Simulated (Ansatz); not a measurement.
System: CuO, space group Cc (No. 9).

Structure:
```cif
data_structure
_symmetry_space_group_name_H-M 'P 1'
_symmetry_Int_Tables_number 1
_cell_length_a 2.9040
_cell_length_b 2.9040
_cell_length_c 5.1321
_cell_angle_alpha 97.781
_cell_angle_beta 97.781
_cell_angle_gamma 72.316
_cell_volume 40.65
loop_
_atom_site_label
_atom_site_type_symbol
_atom_site_fract_x
_atom_site_fract_y
_atom_site_fract_z
_atom_site_occupancy
Cu1 Cu 0.49680 0.00320 0.50000 1
Cu2 Cu 0.00320 0.49680 0.00000 1
O1 O 0.40560 0.57140 0.75370 1
O2 O 0.57140 0.40560 0.25370 1
```

Method: all-electron LAPW DFT, no spin polarisation; energies at scaled volumes of the given cell, shape and fractions fixed, counted from the fit's minimum, third-order Birch-Murnaghan fit (Ansatz 0.2.0). Level: PBEsol.

- k mesh: 10×10×5
- occupations: Fermi–Dirac
- smearing width: 0.05 eV
- potentials: all electron LAPW, scalar relativistic
- program settings: basis error eV/atom 0.002

What does the calculation give for the energy and pressure against volume? The volume takes the values 9.55, 9.76, 9.96, 10.16, 10.37, 10.57, 10.77 Å³/atom.

A third-order Birch–Murnaghan fit gives V0 = 10.01 Å³/atom, B0 = 186 GPa and B′ = 4.7. The energy is 13.11 meV/atom at volume 9.55 Å³/atom and 29.35 meV/atom at 10.77 Å³/atom; the lowest computed point is at volume 9.96 Å³/atom (0.14 meV/atom), in a single well. The pressure falls from 9.64 GPa at volume 9.55 Å³/atom to −11.48 GPa at 10.77 Å³/atom, and changes sign near 10.01 Å³/atom.

```tsv
volume (Å³/atom)	energy (meV/atom)	pressure (GPa)
9.55	13.11	9.64
9.76	3.87	5.03
9.96	0.14	0.93
10.16	1.33	-2.73
10.37	6.91	-5.99
10.57	16.39	-8.89
10.77	29.35	-11.48
```

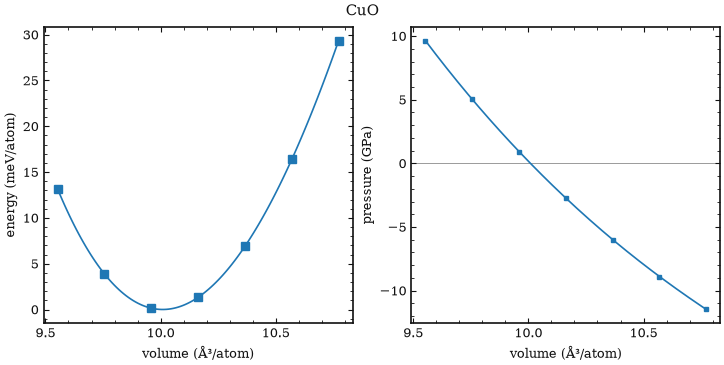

Caveats: shape and atomic fractions are frozen while scaling, which makes layered, chain and framework solids too stiff.
